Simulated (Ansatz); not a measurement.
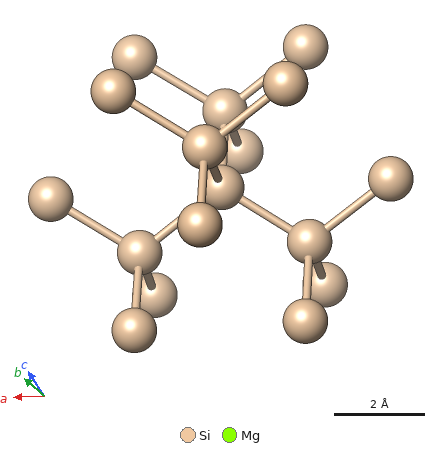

This is the input geometry for a relaxation of a defect cell of composition Si$_{128}$Mg (cell charge +1). The picture is a ball-and-stick view of the atoms within 4.2 Å of the atom that moves most (axes of the cell of the calculation (origin shifted)), seen from a free direction.

The atoms of the start lie slightly off their symmetric places, so part of the fall in energy undoes that.

All numbers below come from DFT, PBEsol, PAW, plane waves in Ansatz.

Settings: plane-wave cutoff 420 eV; k-point mesh 1 × 1 × 1; mesh shifted by (0.25, 0.25, 0.25); collinear spin; atoms relaxed in a fixed cell; force threshold 0.03 eV/Å; at most 80 steps.

```xyz
129
Lattice="0.0000 10.8656 10.8656 10.8656 0.0000 10.8656 10.8656 10.8656 0.0000" Properties=species:S:1:pos:R:3 pbc="T T T"
Si   10.8611   10.8610    0.0129
Si   21.7280   16.2992   16.2988
Si    5.4447   10.8641   16.3079
Si   16.2569    5.4422   10.8638
Si    5.4468    5.4126    5.4143
Si    5.4281    5.4444   10.8605
Si    5.4375   10.8319    5.4313
Si    5.4174   10.8518   10.8279
Si   10.8680    5.4363    5.4333
Si   10.8920    5.4895   10.8593
Si   10.8585   10.8542    5.4503
Si   10.8837   10.8412   10.8589
Si   10.8596   10.8762   16.3155
Si   10.8544   16.3216   10.8327
Si   16.2842   10.8652   10.8674
Si   16.3072   16.3042   16.2711
Si    1.3424    1.3590    1.3685
Si    1.3652    6.8038    6.7880
Si    6.8070    1.3762    6.8054
Si    6.8060    6.7467    1.3527
Si    6.8186    6.8312    6.7545
Si    6.7672    6.8074   12.2258
Si    6.7861   12.2510    6.7917
Si    6.7737   12.2091   12.2499
Si   12.2303    6.7915    6.8097
Si   12.2302    6.7813   12.2395
Si   12.1951   12.2164    6.7641
Si   12.1989   12.2453   12.2088
Si   12.2298   12.2195   17.6701
Si   12.2030   17.6571   12.2283
Si   17.6277   12.2288   12.2187
Si   17.6689   17.6810   17.6757
Si    2.6892    2.7043    0.0193
Si   13.5715   13.5489    5.4520
Si    2.7300    8.1297    5.4380
Si    2.7269    8.1716   10.8424
Si    8.1381    2.7143    5.4498
Si    8.1557    2.7043   10.8556
Si    8.1717   19.0224   10.8697
Si    8.1227    8.1581    5.4485
Si    8.1555    8.1889   10.8703
Si   19.0071   19.0293   16.3282
Si   18.9965   13.5929   16.2832
Si    8.1056   13.5556   10.8749
Si   13.5444    8.1274    5.4227
Si   13.5929    8.1459   10.8625
Si   13.6089   13.6000   10.8728
Si   13.5989   13.5796   16.2715
Si    4.1130    4.1060    1.3598
Si    4.0658    4.1037    6.7924
Si    4.0831    9.5303    6.7847
Si    4.0853    9.5127   12.2132
Si    9.5050    4.0658    6.8120
Si    9.5354    4.0792   12.2244
Si    9.5270    9.5347    1.4098
Si    9.5075    9.5569    6.7900
Si    9.4987    9.5287   12.2184
Si    9.4766    9.5205   17.6946
Si    9.4747   14.9540    6.8006
Si    9.5214   14.9479   12.1733
Si   14.9342    9.5204    6.8048
Si   14.9514    9.4944   12.2162
Si   14.9589   14.9143   12.1989
Si   14.9320   14.9297   17.6515
Si   13.5808   21.7155   13.5883
Si   13.5680    5.4160   13.5628
Si    2.7418    5.4502    8.1794
Si    2.7130   10.8823    8.1816
Si    8.1645    0.0136    8.1647
Si    8.1409   16.2688   13.5751
Si    8.1497    5.4084    8.1428
Si   19.0157   16.2978   13.6153
Si    8.1692   10.8628    2.7219
Si    8.1132   10.9217    8.1507
Si    8.1435   10.8701   13.5714
Si   18.9914   16.2968   18.9972
Si   13.5768    5.4410    8.1368
Si   13.5836   10.8580    8.1135
Si   13.5954   10.8716   13.5789
Si   13.5815   16.2989   13.5890
Si    4.0725    1.3780    4.0371
Si    4.0593    6.7583    4.0836
Si    4.1003    6.7971    9.4838
Si    4.0666   12.2147    9.5201
Si    9.4936    1.3651    9.5192
Si    9.5256    6.8131    4.0726
Si    9.4904    6.7491    9.4887
Si    9.4538    6.7907   14.9464
Si    9.4857   12.1881    4.0681
Si    9.5280   12.1882    9.5012
Si    9.5108   12.2484   14.9626
Si    9.5113   17.6426    9.5101
Si   14.9140    6.8357    9.5421
Si   14.9299   12.2287    9.4998
Si   14.9177   12.2559   14.9223
Si   14.9120   17.6550   14.9147
Si   21.7220   13.5967   13.6022
Si    0.0585    8.1510    8.1509
Si    5.4422   13.5607   13.6017
Si   16.3165   13.5609    8.1540
Si    5.4275    8.1417    2.7511
Si    5.4438    8.1135    8.1796
Si    5.4379    8.1672   13.5884
Si   16.2947   13.6096   19.0368
Si   10.8867    2.7311    8.1568
Si   10.8853   19.0300   13.5700
Si   10.8361    8.1383    8.1496
Si   10.8541    8.1854   13.6026
Si   10.8646   13.5728    8.1292
Si   10.8865   13.5840   13.5833
Si   16.3026   19.0383   18.9931
Si   16.2890   13.6035   13.5765
Si    1.3744    4.0491    4.1000
Si    1.3757    9.5320    9.5065
Si    6.7481    4.0947    4.0994
Si    6.7821    4.0687    9.5083
Si    6.7722    9.5141    4.0958
Si    6.7975    9.5083    9.5162
Si    6.7795    9.5215   14.9739
Si    6.7905   14.9589    9.5186
Si   12.2214    4.1057    9.5103
Si   12.2279    9.5225    4.0822
Si   12.2347    9.4690    9.5307
Si   12.2250    9.5002   14.9369
Si   12.2203   14.9386    9.5189
Si   12.2167   14.9553   14.9475
Si   17.6635    9.4966    9.4720
Si   17.6863   14.9314   14.9891
Mg   12.1789   12.2063    9.5041
```

Where does the relaxation end?

Answer. The largest move is that of Si63, 0.16 Å along [3 1 1]. Largest moves by element: Si 0.16 Å, Mg 0.05 Å. The cell doesn't change. Some distances before and after: Si47–Si94 2.348 → 2.433 Å, Si47–Si125 2.357 → 2.433 Å, Si28–Si47 2.368 → 2.433 Å, Si63–Si80 2.397 → 2.346 Å. Among the angles between lasting bonds that change: Si63–Si112–Si128 111.8° → 105.7°, Si47–Si63–Si112 110.8° → 106.5°, Si63–Si80–Si96 109.9° → 105.7°. Over 3 geometry steps the energy falls by 1.610 eV per cell of the calculation. The largest force component goes from 1.4 to 0.0063 eV/Å. Cost: 8.7 s on 1 × NVIDIA GB200 with 8 threads of Arm Neoverse-V2, peak memory 2.4 GiB.

The end point in the same view:

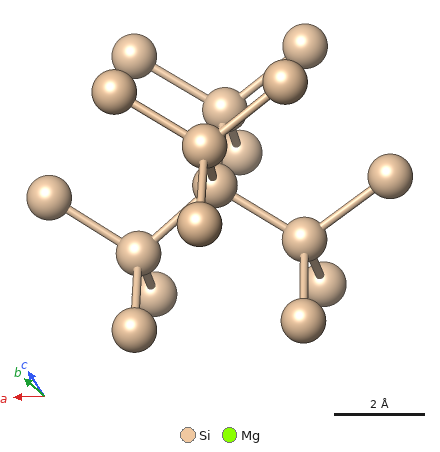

Limits of the set-up: the cell is charged, on a uniform background, and energies carry no finite-size correction.
